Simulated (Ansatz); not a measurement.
System: ZnO.

```
CELL_PARAMETERS angstrom
2.85796 0.00000 0.00000
0.00000 6.04385 0.00000
0.00000 0.00000 2.78910
ATOMIC_POSITIONS crystal
Zn 0.00000 0.00000 0.00000
Zn 0.50000 0.50000 0.00000
O 0.00000 0.50000 0.50000
O 0.50000 0.00000 0.50000
```

Space group Cmmm; a generated structure, not necessarily the stable one.

Level of theory: Ansatz 0.2.0, Kohn-Sham DFT of a periodic cell, PBEsol, Ansatz PAW.

### What can the converged valence pseudo-density and electron localisation function tell about the bonding?

Zn–O (2.00 Å): ρ at the midpoint is about 0.57 e/Å³; the ELF peaks at about 0.80 in the valence shell of O, 0.6 Å from its nucleus, and is about 0.25 at the midpoint: no localised pair shows between them.

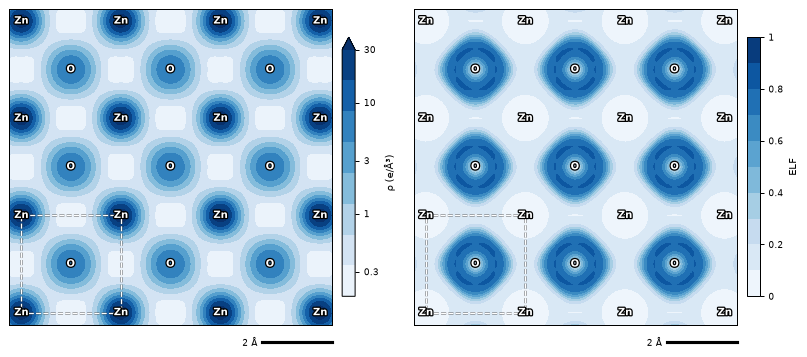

Computed valence pseudo-density and electron localisation function on the (010) plane of the conventional cell, in this order. 

In a PAW calculation such maps are meaningful between the atoms, not at the nuclei.
